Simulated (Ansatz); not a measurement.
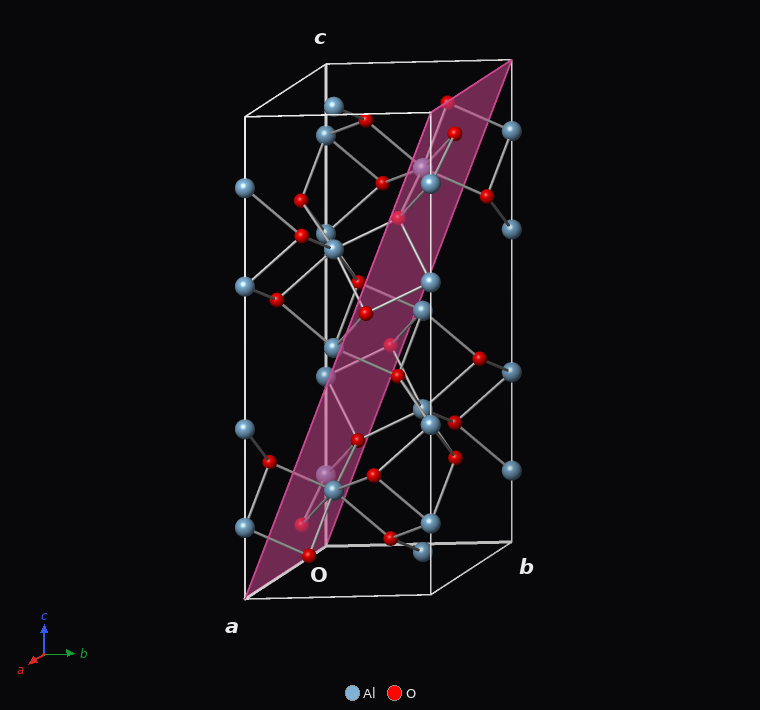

Every member of one family of equally spaced planes, hx + ky + lz = a whole number, that cuts the unit cell is shaded (one member passes through the origin O). Crystal: Al2O3, coordinates from a relaxation with Ansatz, DFT PBEsol, scalar-relativistic, plane waves, PAW. Geometry calculated from the standardised cell; symmetry tolerance 0.002 Å.

a = 4.774 Å, b = 4.774 Å, c = 13.015 Å, α = 90.00°, β = 90.00°, γ = 120.00°.

What are the Miller indices?

Answer. (0 1 −1), in four indices (0 1 −1 −1); the opposite sign names the same planes. The member next to the origin meets the axes a never, b at 1, c at −1.

What is the spacing?

Answer. d = 3.940 Å.

Which atoms of the cell lie in these planes (within 0.03 Å)?

Answer. No atom.
